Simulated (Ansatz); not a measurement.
## Electronic structure of Mo in real space

```
Mo
1.0
     3.14683    0.00000    0.00000
     0.00000    3.14683    0.00000
     0.00000    0.00000    3.14683
Mo
2
Direct
  0.00000 0.00000 0.00000
  0.50000 0.50000 0.50000
```

Space group Im-3m; computed pressure about 9 GPa in this cell; spin-polarised.

The calculation used DFT, PBE, PAW with Ansatz's default frozen-core files, scalar-relativistic in Ansatz 0.2.0.

Core electrons are frozen (PAW), and the valence fields are smoothed inside the atomic spheres.

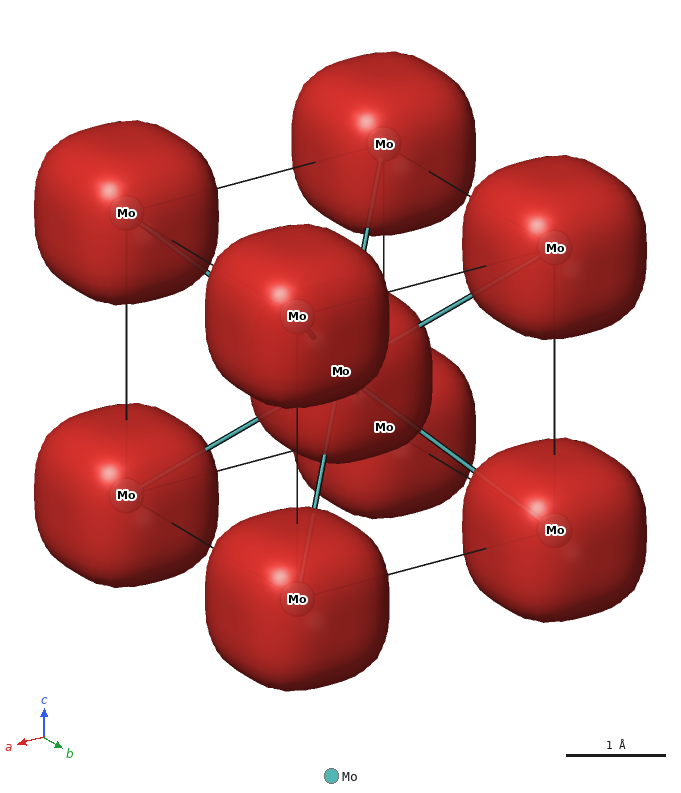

Figure 1. Isosurfaces of the spin density at +0.08 (red) and −0.08 e/Å³ (blue), seen at an oblique angle. Sticks mark near contacts.

Question: Which atoms carry the moments, and with what signs?

Answer: The spin density sits on Mo: +0.7 μB (×2) in one cell of 2 atoms: parallel moments, as they must be, since the calculation's own cell holds one magnetic site. The cell of the calculation (1 atoms) carries 1.0 μB of net spin moment. Only one sign reaches the isovalue.

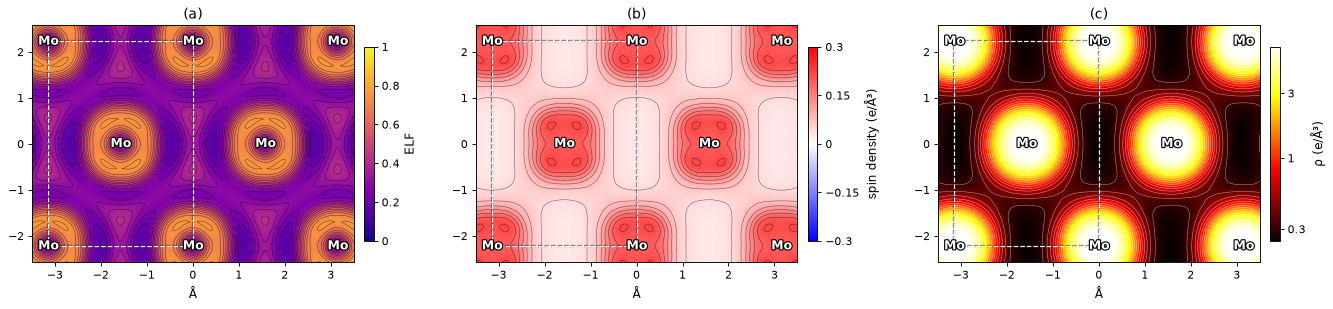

Figure 2. (a) electron localisation function; (b) spin density (up minus down); (c) valence pseudo-density on the (11̄0) plane of the conventional cell.

Question: What do the fields say about this system?

Answer:
- The section cuts through Mo sites.
- Mo–Mo (2.73 Å): ρ at the midpoint is about 0.37 e/Å³; the ELF is about 0.30 at the midpoint: no shared electron pair shows on this line.
- Between the atoms the lowest density in this plane is 0.25 e/Å³.
- The features right at Mo lie inside the PAW spheres, where the map follows smoothed inner orbitals and isn't to be read closely.

Question: Does the calculation give a band gap?

Answer: It is gapless in this calculation (a metal or semimetal).
